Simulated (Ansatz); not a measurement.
# TiAl: what the fields show

The calculation's input:

```
crystal:
  lattice:
    - [2.8685970537, 0.0, 0.0]
    - [-1.4342985268, 2.4842779217, 0.0]
    - [0.0, 0.0, 4.6338675686]
  atoms:
    - { symbol: Ti, position: [0.0, 0.0, -0.0152053666] }
    - { symbol: Al, position: [0.3333333333, 0.6666666667, 0.5269753069] }
basis:
  ecutwfc: 500
kpoints:
  mp_grid: { grid: [24, 24, 14] }
hamiltonian:
  xc: r2scan
scf:
  occupations: { method: gaussian, width: 0.15 }
output:
  forces: true
  stress: true
  eigenvalues: true
  write_density: true
  write_potential: true
  elf: true
  volumetric_format: npy
```

Launched as:

```sh
ansatz run input.yaml --threads 2 --pin off --max-ram 5120MiB --backend cpu --events-out ev --progress --plain --runs-dir out
```

Below, planes, directions and counts refer to the conventional cell (a = 2.87 Å, b = 2.87 Å, c = 4.63 Å, α = 90.00°, β = 90.00°, γ = 120.00°).

Space group P3m1; a structure from a database of computed crystals, not necessarily the ambient phase; not relaxed (largest force 1.6 eV/Å); computed without spin polarisation.

Computed with Ansatz, DFT r2SCAN, scalar-relativistic, plane waves, PAW.

In a PAW calculation such maps are meaningful between the atoms, not at the nuclei.

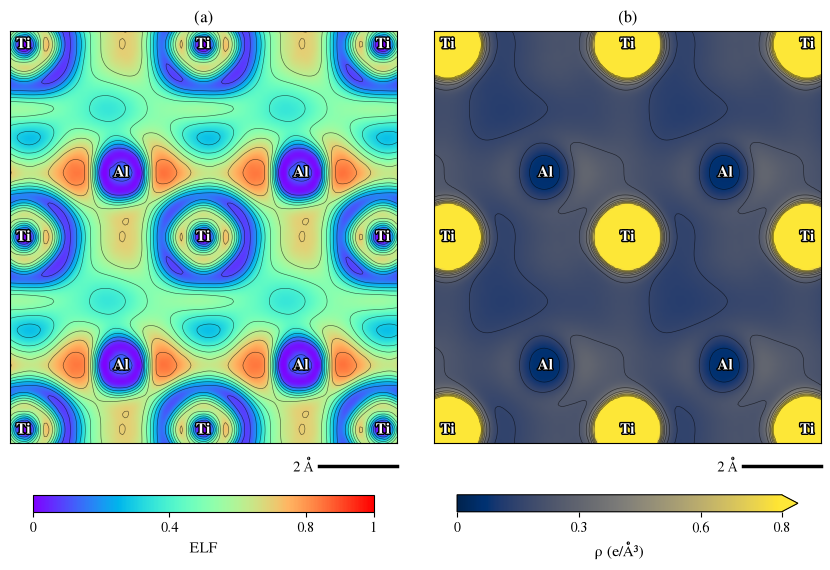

Figure 1. (a) ELF; (b) valence electron density on the (110) plane of the conventional cell.

### Interpret the plot.

The section cuts through Ti and Al sites. Ti–Al (2.69 Å): the density is about 0.24 e/Å³ at the midpoint; the ELF is about 0.35 at the midpoint. Ti–Al (3.01 Å): ρ is about 0.17 e/Å³ halfway; the ELF is about 0.45 at the midpoint. Between the atoms the lowest density in this plane is 0.13 e/Å³. The ELF has a maximum of about 0.70 in the space between the atoms, on no atom or two-centre bond. The features right at Ti lie inside the PAW spheres, where the map follows smoothed inner orbitals and isn't to be read closely.

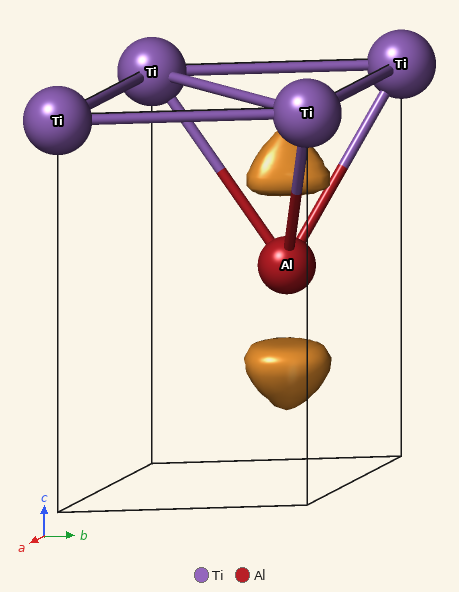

Figure 2. Isosurface of the electron localisation function at 0.75 (orange), seen slightly off an axis. Core shells and regions of very low density are left out. Sticks mark near contacts.

### Describe the localisation domains.

At this value the surface marks out two pockets between the atoms, centred on no nucleus (multi-centre or interstitial), counted in one cell of 2 atoms. Any copies at cell faces, edges or corners count once. Along the contacts the grid gives the following. Ti–Ti (2.87 Å): the ELF is about 0.30 at the midpoint; no shared electron pair shows on this line.

### Does the calculation give a band gap?

It is metallic or semimetallic at this level of theory: no gap opens.
